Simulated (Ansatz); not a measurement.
Al12N11 (cell with a defect)

The calculation's input:

```
crystal:
  lattice:
    - [0.0, -5.7405226851, 0.0]
    - [4.9714384763, 2.8702613426, 0.0]
    - [0.0, 0.0, 8.3737655613]
  atoms:
    - { symbol: Al, position: [0.3333333333, 0.3333333333, 0.375] }
    - { symbol: Al, position: [0.3333333333, 0.3333333333, 0.875] }
    - { symbol: Al, position: [0.6666666667, 0.0, 0.375] }
    - { symbol: Al, position: [0.6666666667, 0.0, 0.875] }
    - { symbol: Al, position: [0.0, 0.6666666667, 0.375] }
    - { symbol: Al, position: [0.0, 0.6666666667, 0.875] }
    - { symbol: Al, position: [0.6666666667, 0.6666666667, 0.125] }
    - { symbol: Al, position: [0.6666666667, 0.6666666667, 0.625] }
    - { symbol: Al, position: [1.0, 0.3333333333, 0.125] }
    - { symbol: Al, position: [1.0, 0.3333333333, 0.625] }
    - { symbol: Al, position: [0.3333333333, 1.0, 0.125] }
    - { symbol: Al, position: [0.3333333333, 1.0, 0.625] }
    - { symbol: "N", position: [0.3333333333, 0.3333333333, 0.625] }
    - { symbol: "N", position: [0.6666666667, 0.0, 0.125] }
    - { symbol: "N", position: [0.6666666667, 0.0, 0.625] }
    - { symbol: "N", position: [0.0, 0.6666666667, 0.125] }
    - { symbol: "N", position: [0.0, 0.6666666667, 0.625] }
    - { symbol: "N", position: [0.6666666667, 0.6666666667, 0.375] }
    - { symbol: "N", position: [0.6666666667, 0.6666666667, 0.875] }
    - { symbol: "N", position: [1.3333333333, 0.3333333333, 0.125] }
    - { symbol: "N", position: [1.0, 0.3333333333, 0.875] }
    - { symbol: "N", position: [0.3333333333, 1.0, 0.375] }
    - { symbol: "N", position: [0.3333333333, 1.0, 0.875] }
basis:
  ecutwfc: 420
kpoints:
  mp_grid: { grid: [6, 6, 2] }
hamiltonian:
  xc: pbe
scf:
  occupations: { method: gaussian, width: 0.05 }
output:
  forces: true
  stress: true
  eigenvalues: true
  write_density: true
  write_potential: true
  elf: true
  volumetric_format: npy
relax:
  adjacent_minimum: "off"
  f_tol: 0.02
  max_steps: 50
```

Command:

```sh
ansatz run input.yaml --threads 4 --pin off --max-ram 9216MiB --backend cpu --events-out ev --progress --plain --runs-dir out
```

The fields are those of the relaxed geometry.

Computed without spin polarisation.

Computed with DFT PBE, scalar-relativistic, plane waves, PAW (Ansatz 0.2.0).

The density is the valence pseudo-density of a PAW calculation; it isn't the true density close to the nuclei.

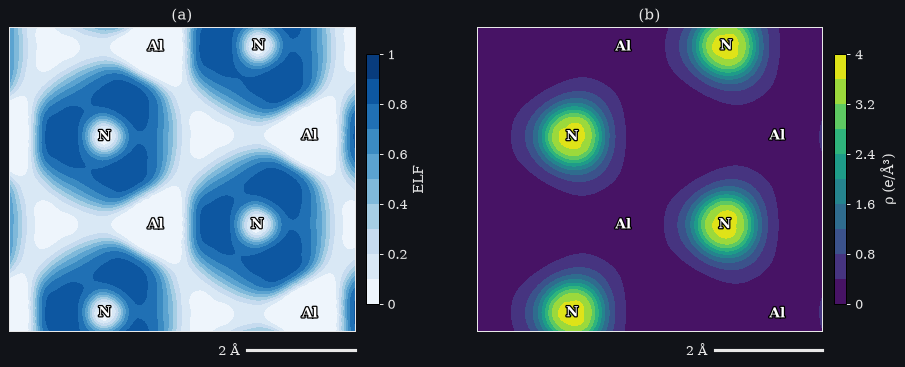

Figure 1. (a) electron localisation function; (b) valence charge density (pseudo) on the (001) plane of the calculation cell.

Q: Describe what can be read from this map.

A:
- The plane passes through Al and N nuclei.
- Al–N (1.90 Å): the density is about 0.67 e/Å³ at the midpoint; the ELF peaks at about 0.85 in the valence shell of N, 0.7 Å from its nucleus, and is about 0.85 at the midpoint.
- Al–N (1.92 Å): the density is about 0.64 e/Å³ at the midpoint; the ELF peaks at about 0.85 in the valence shell of N, 0.8 Å from its nucleus, and is about 0.85 at the midpoint.
- Between the atoms the lowest density in this plane is 0.06 e/Å³.

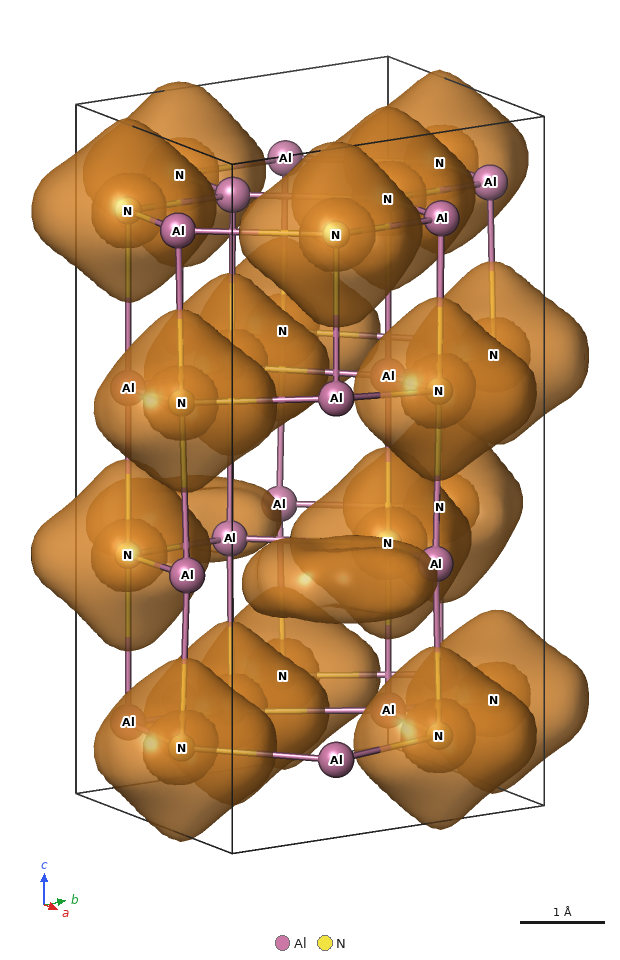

Figure 2. Isosurface of the electron localisation function at 0.7 (orange), seen slightly off an axis. Only the valence region is drawn (cores and ρ < 0.01 e/Å³ removed). Sticks mark near contacts.

Q: Identify the bonds, lone pairs and shells in this picture.

A: The ELF exceeds this value in eleven regions on N in which the atom's valence shell and bonds are merged and one pocket between the atoms, centred on no nucleus (multi-centre or interstitial), counted in one cell of 23 atoms. Regions shared between cells count once.


 Al–N (1.94 Å): the ELF peaks at about 0.85 in the valence shell of N, 0.8 Å from its nucleus, and is about 0.85 at the midpoint.

Q: Does the calculation make it a metal, or give it a gap?

A: It is gapless in this calculation (a metal or semimetal).
